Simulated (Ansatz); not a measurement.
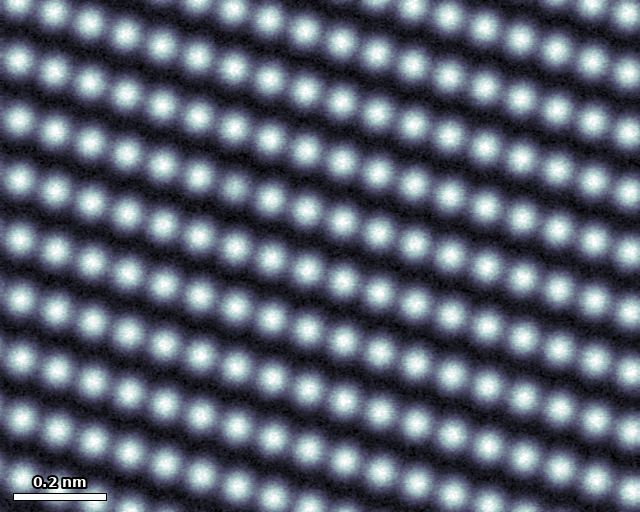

Dark-field STEM-like image of Co (Fm-3m, No. 225) along [221]. The image is simulated as a sum over atoms of Z^1.6, blurred by a 0.50 Å probe (no channelling). The probe carries 25 % of its weight in a tail 2.5 times as wide. The display is stretched by a gamma of 0.65; percentages refer to the linear signal. Shot noise and a slight drift were added.

The sample is 4 repeats (42.1 Å) thick. One point defect was put into the perfect crystal, without relaxing the atoms around it. Brightness is counted from the darkest point of the image. Host structure: the end point of a relaxation with DFT, BLYP, plane waves (420 eV) with PAW, scalar-relativistic in Ansatz 0.2.0; the starting structure was generated, so it need not be a known form of this composition.

Question: Where is the defect (in Å from the left and the top edge), and what does its contrast suggest?

Answer: At about 5 Å from the left and 4 Å from the top. The column is dimmer, which points to a vacancy or a lighter atom. The column holds 4 atoms (Co) through the sample, and one Co atom is missing, so its peak drops to about 75 % of that of its equals.
